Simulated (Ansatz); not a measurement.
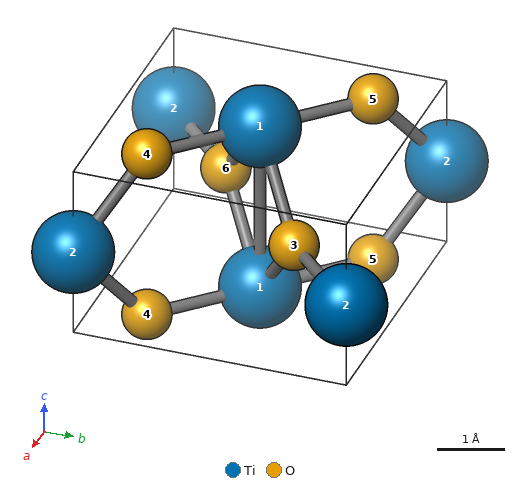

This is the input geometry for a relaxation of solid TiO$_{2}$ (set up in P4_2/mnm). Style: ball-and-stick. Shown: the cell of the calculation, from a free direction.

Case: relaxed at 40 GPa.

All numbers below come from DFT PBE, scalar-relativistic, plane waves, PAW (Ansatz 0.2.0).

Input file:
```yaml
crystal:
  lattice:
    - [4.4022588087, 0.0, 0.0]
    - [0.0, 4.4022588087, 0.0]
    - [0.0, 0.0, 2.85664125]
  atoms:
    - { symbol: Ti, position: [0.5, 0.5, 0.0] }
    - { symbol: Ti, position: [0.0, 0.0, 0.5] }
    - { symbol: O, position: [0.6972973892, 0.6972973892, 0.5] }
    - { symbol: O, position: [0.8027026108, 0.1972973892, 0.0] }
    - { symbol: O, position: [0.1972973892, 0.8027026108, 0.0] }
    - { symbol: O, position: [0.3027026108, 0.3027026108, 0.5] }
basis:
  ecutwfc: 420
kpoints:
  mp_grid: { grid: [6, 6, 10] }
hamiltonian:
  xc: pbe
scf:
  occupations: { method: gaussian, width: 0.02 }
output:
  forces: true
  stress: true
  eigenvalues: true
relax:
  adjacent_minimum: "off"
  f_tol: 0.008
  max_steps: 50
  cell: { stress_tol: 0.08, p_target: 40.0 }
```

Run as
```bash
ansatz run input.yaml --threads 1 --pin off --max-ram 2560MiB --backend cpu --events-out ev --progress --plain --runs-dir out
```

Question: Where does the relaxation end?

Answer: After 4 accepted moves (6 points after the start) the energy has fallen by 11.0 meV per atom. With the target pressure of 40 GPa, the enthalpy E + pV changes by −1.7 meV per atom. The largest force component goes from 0.2 to under 0.0001 eV/Å. Pressure: 42.32 GPa at the start and 40.00 GPa at the end. At 2 points the geometry stayed and the basis and grid were re-selected for the new cell (energy shift of 0.2 meV per atom at most each time). The largest moves relative to the cell, 0.006 Å, are those of O3, O4, O5 and O6. O4 goes along [−1 1 0]. Ti stays in place. The volume changes by +0.4 %, with a = b 4.402 → 4.394 Å (−0.2 %), c 2.857 → 2.879 Å (+0.8 %). Some distances before and after: Ti1–Ti1 2.857 → 2.879 Å, Ti1–O3 1.884 → 1.895 Å, Ti1–O4 1.885 → 1.875 Å. The space group stays P4_2/mnm (No. 136).
